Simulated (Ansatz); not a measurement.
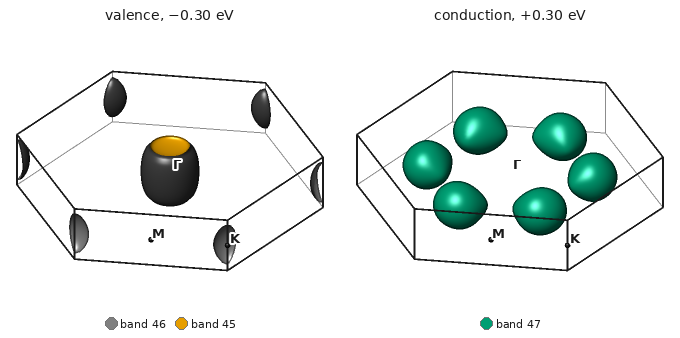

WSe2 (P6_3/mmc): constant-energy surfaces at both band edges (energies from each edge).

Theory: Ansatz 0.2.0, DFT PBE, scalar-relativistic, plane waves, PAW; levels and slopes on a dense k mesh at the converged density. No spin polarisation. Mesh 42×42×10, interpolated with the band slopes. Cell and positions as given, without relaxation (residual pressure 4 GPa).

Masses come from a second pass at points close to the extrema; at the energies drawn a band may no longer be parabolic.

### Is the gap direct or indirect, and how large does the calculation make it?

The gap is indirect, 0.95 eV at this level of theory, which underestimates gaps and can reorder valleys that lie close.

### Give the valleys and their effective masses.

Valence band (extrema up to 0.30 eV from the edge): one maximum at Γ, principal masses 0.76, 0.76 and 1.17 mₑ; two equivalent maxima at K, 0.20 eV below the edge, principal masses 0.43, 0.43 and 1.09 mₑ. Band 46 forms the valence edge; band 45 begins 0.22 eV lower (at A). The surfaces also take in A, where this band lies 0.22 eV below its edge.
Conduction band (extrema up to 0.30 eV from the edge): six equivalent minima on the K–Γ line, principal masses 0.43, 0.46 and 0.54 mₑ. Band 47 forms the conduction edge.

Where one band's surface lies inside another's, the outer one hides all or part of it.

Spin-orbit coupling, left out here, can change the gap, its kind, the place of the band edges and the masses, since the compound holds W and Se.

The run (self-consistency and the dense mesh) took 110 s on 2 threads of Intel(R) Xeon(R) 6975P-C (Granite Rapids), on a shared host, peak memory 2.7 GiB.
